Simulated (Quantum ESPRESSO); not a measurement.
## Energy of PtS$_{2}$ along an even scaling of the cell

System: PtS$_{2}$ (P-3m1, 3 atoms in the cell).
Method: Kohn-Sham DFT of a periodic cell, PBE, SSSP 1.3 efficiency PBE, no spin polarisation (Quantum ESPRESSO 7.5).

The 7 runs differ only in the geometry, by an even scaling of the cell at fixed fractional positions. The structure derives from an entry of the Crystallography Open Database.

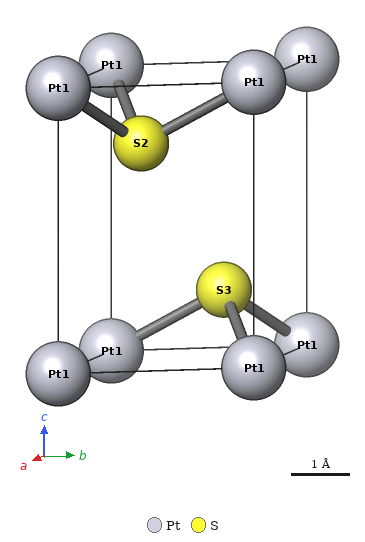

Figure 1. The structure of run 4 (ball-and-stick view of the cell of the calculation, seen slightly off an axis; atoms are numbered from 1 in the order of the input).

## Input file of run 4
```
&CONTROL
  calculation = 'scf'
  prefix = 'pwscf'
  outdir = './tmp'
  pseudo_dir = './pseudo'
  tprnfor = .true.
  tstress = .true.
  disk_io = 'low'
/
&SYSTEM
  ibrav = 0
  nat = 3
  ntyp = 2
  ecutwfc = 55
  ecutrho = 440
  nbnd = 21
  occupations = 'smearing'
  smearing = 'fd'
  degauss = 0.00367493
/
&ELECTRONS
  conv_thr = 6d-10
  electron_maxstep = 120
  mixing_beta = 0.5
/
ATOMIC_SPECIES
Pt   195.0840 pt_pbe_v1.4.uspp.F.UPF
S     32.0600 s_pbe_v1.4.uspp.F.UPF
CELL_PARAMETERS angstrom
   3.5432000000    0.0000000000    0.0000000000
  -1.7716000000    3.0685012107    0.0000000000
   0.0000000000    0.0000000000    5.0388000000
ATOMIC_POSITIONS crystal
Pt     0.0000000000    0.0000000000    0.0000000000
S      0.6666666667    0.3333333333    0.7730000000
S      0.3333333333    0.6666666667    0.2270000000
K_POINTS automatic
9 9 5 0 0 0
```

## File pp_density.in of run 4
```
&INPUTPP
  prefix = 'pwscf'
  outdir = './tmp'
  filplot = 'density.dat'
  plot_num = 0
/
&PLOT
  nfile = 1
  filepp(1) = 'density.dat'
  iflag = 3
  output_format = 6
  fileout = 'density.cube'
/
```

## File pp_potential.in of run 4
```
&INPUTPP
  prefix = 'pwscf'
  outdir = './tmp'
  filplot = 'potential.dat'
  plot_num = 11
/
&PLOT
  nfile = 1
  filepp(1) = 'potential.dat'
  iflag = 3
  output_format = 6
  fileout = 'potential.cube'
/
```

Command:
```bash
OMP_NUM_THREADS=1 pw.x -in pw.in > pw.out
OMP_NUM_THREADS=1 pp.x -in pp_density.in > pp_density.out
OMP_NUM_THREADS=1 pp.x -in pp_potential.in > pp_potential.out
```

Lattice vectors (Å) and fractional positions of run 4:
```
   3.543200    0.000000    0.000000
  -1.771600    3.068501    0.000000
   0.000000    0.000000    5.038800
Pt  0.000000  0.000000  0.000000
S   0.666667  0.333333  0.773000
S   0.333333  0.666667  0.227000
```

Run 6 has the same physical settings and fractional positions; its lattice vectors (Å) are:
```
   3.589826    0.000000    0.000000
  -1.794913    3.108881    0.000000
   0.000000    0.000000    5.105108
```

## Results, with one run withheld

| run | volume per atom (Å³) | free energy per atom, from the lowest run given (meV) | pressure (GPa) | gap on the mesh (eV) |
| --- | --- | --- | --- | --- |
| 1 | 17.165 | 164.03 | 23.87 | 1.08 |
| 2 | 17.531 | 114.87 | 19.24 | 1.06 |
| 3 | 17.896 | 75.71 | 15.09 | 1.04 |
| 4 | 18.261 | 45.51 | 11.36 | 1.02 |
| 5 | 18.626 | 23.37 | 8.02 | 1.00 |
| 6 | 18.992 | ? | ? | ? |
| 7 | 19.357 | 0.00 | 2.33 | 0.95 |

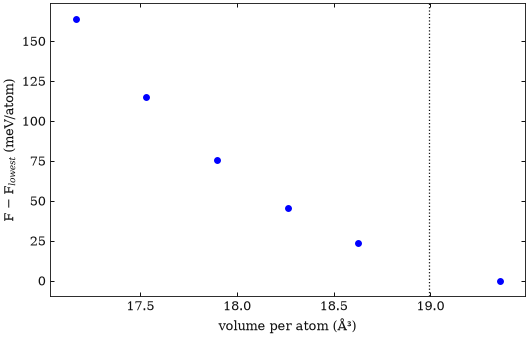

Figure 2. Free energy per atom of the runs given; the dotted line marks run 6.

Fit the runs given and predict run 6.

A cubic polynomial in V^(−2/3) (the Birch–Murnaghan form), fitted to the 6 runs given, misses them by at most 0.02 meV per atom. With x = V^(−2/3) − 0.14498 Å⁻², it reads F = 56.594 + 15057 x + 9.7339e+05 x² + 1.8181e+06 x³ (meV per atom). At run 6 it gives 8.39 meV per atom, and the run itself gives 8.44. The slope of the fit gives a pressure −dF/dV of 5.06 GPa there, and the run prints 5.02 GPa. The fit has no minimum inside this range. The gap on the mesh goes, without turning, from 1.08 eV in run 1 to 0.95 eV in run 7; run 6 has 0.97 eV. These are gaps of this functional on this mesh, which can miss the band edges; they aren't the measured gap.

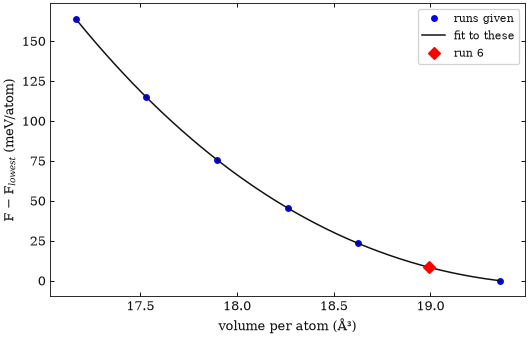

Figure 3. The fit and the withheld run.

## Some lines of the output (run 6)
```
[...]
     total energy              =    -257.86920814 Ry
     total energy              =    -258.57217863 Ry
     total energy              =    -258.95647166 Ry
     total energy              =    -258.96700137 Ry
     total energy              =    -258.96765790 Ry
     total energy              =    -258.96772784 Ry
     total energy              =    -258.96773233 Ry
     total energy              =    -258.96773242 Ry
     total energy              =    -258.96773244 Ry
     the Fermi energy is    10.5037 ev
!    total energy              =    -258.96773244 Ry
     The total energy is F=E-TS. E is the sum of the following terms:
     Computing stress (Cartesian axis) and pressure
          total   stress  (Ry/bohr**3)                   (kbar)     P=       50.19
```

Notes on the run: negative rho. Spin–orbit coupling is left out, which matters for Pt.
